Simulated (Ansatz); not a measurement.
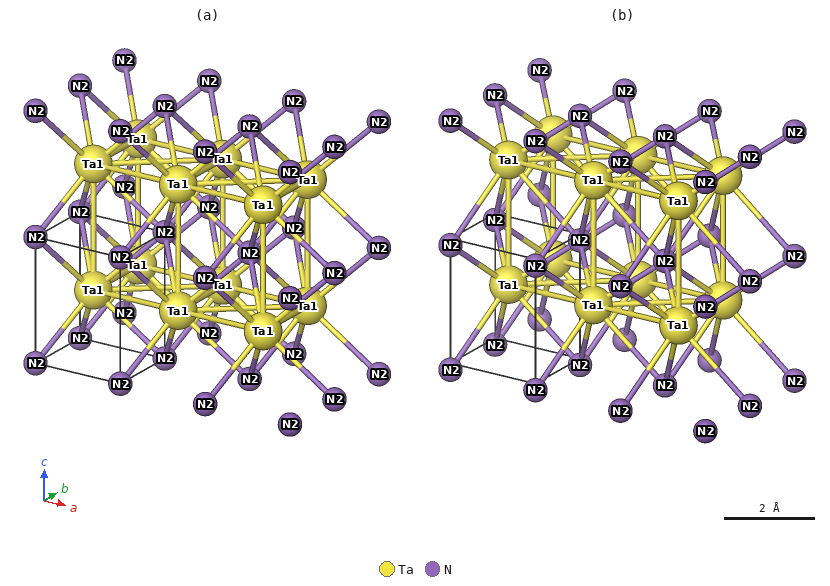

Left: a symmetric starting cell of TaN. Right: the same structure after one change, at the same scale. The picture is a ball-and-stick view of the cell of the calculation, repeated 3 × 2 × 2 with one cell outlined, seen slightly off an axis.

Theory: DFT PBE, scalar-relativistic, plane waves, PAW in Ansatz. Settings: plane-wave cutoff 420 eV; k-point mesh 18 × 18 × 14; occupations gaussian; smearing width 0.1 eV; no spin polarisation.

> What distinguishes the right structure from the left one?

The cell is strained by −1.3 % along c and +0.2 % across it (volume −1.0 %) and atoms are displaced by 0.15 Å relative to the cell: N2 0.15 Å along −c, Ta1 0.15 Å along +c. No relaxation follows. The starting cell wasn't computed here and needn't be at equilibrium, so pressure and forces aren't due to the change alone.

> And its effect?

The pressure is 27.6 GPa (not all of it need come from the change, since the unchanged cell can be under pressure at this level too). The principal stresses (compression positive) are 33.3 GPa along c and 24.8 GPa across it. The largest forces, 5 eV/Å, act on Ta1 and N2; on N2 it points along +c. The forces point straight back along the displacements (cosine −1.00). Among the bonded contacts that change: N–Ta 2.226 → 2.038 to 2.416 Å, Ta–Ta 2.883 → 2.844 Å, Ta–Ta 2.938 → 2.943 Å. The space group (tolerance 0.01 Å) goes from P-6m2 (No. 187) to P3m1 (No. 156).
